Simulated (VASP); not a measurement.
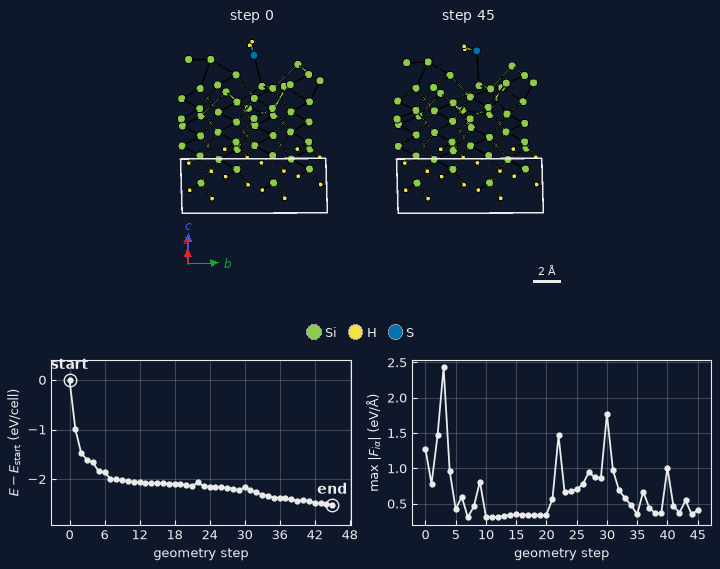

First and last geometry of a relaxation of a slab of composition Si₄₈H₁₈S, with the history of the run. Style: ball-and-stick. Shown: the cell of the calculation, outlined in the plane, without the vacuum (origin shifted), from a free direction.

The run lets the atoms move in a fixed cell. 24 atoms are held fixed.

The calculation used Kohn-Sham DFT of a periodic cell, PBE with D3(BJ), VASP PAW PBE potentials, recommended in VASP 6.6.1.

The input:
```
ALGO     = Normal         # electronic algorithm
EDIFF    = 1E-6           # SCF threshold, eV
EDIFFG   = -0.03          # ionic threshold
ENCUT    = 400            # plane-wave cutoff, eV
GGA      = PE             # functional
IBRION   = 2              # ionic algorithm
ISIF     = 2              # what is computed and relaxed
ISMEAR   = 0              # smearing method
ISYM     = 0            
IVDW     = 12             # dispersion correction
LASPH    = True           # aspherical terms in the spheres
LCHARG   = False          # write CHGCAR
LREAL    = Auto         
LWAVE    = False          # write WAVECAR
NCORE    = 4            
NELM     = 100            # most SCF steps
NSW      = 120            # ionic steps
PREC     = Accurate       # precision mode
SIGMA    = 0.05           # smearing width, eV
```

Launched with:
```bash
cat potpaw_PBE.64/Si/POTCAR potpaw_PBE.64/H/POTCAR potpaw_PBE.64/S/POTCAR > POTCAR
mpirun -np 8 vasp_gam > vasp.out
```

**Did the run converge, and what did it change?**

The run was cut off at its time limit before the relaxation converged, so the last structure is only a point on the way. The atom that moves furthest is the S atom (0.61 Å at 61° to the normal (+c side)). By element the largest moves are S 0.61 Å, H 0.49 Å, Si 0.33 Å. The lattice vectors keep their values. Some distances before and after: Si–Si 2.605 → 2.381 Å, S–Si 2.419 → 2.624 Å, Si–Si 2.264 → 2.371 Å, Si–Si 2.264 → 2.349 Å. Among the angles between lasting bonds that change: Si–S–H 133.8° → 100.1°, Si–S–H 133.8° → 103.9°, Si–Si–S 105.5° → 118.1°. Over 45 geometry steps the energy falls by 2.519 eV per cell of the calculation. The largest force component goes from 1.3 to 0.41 eV/Å.
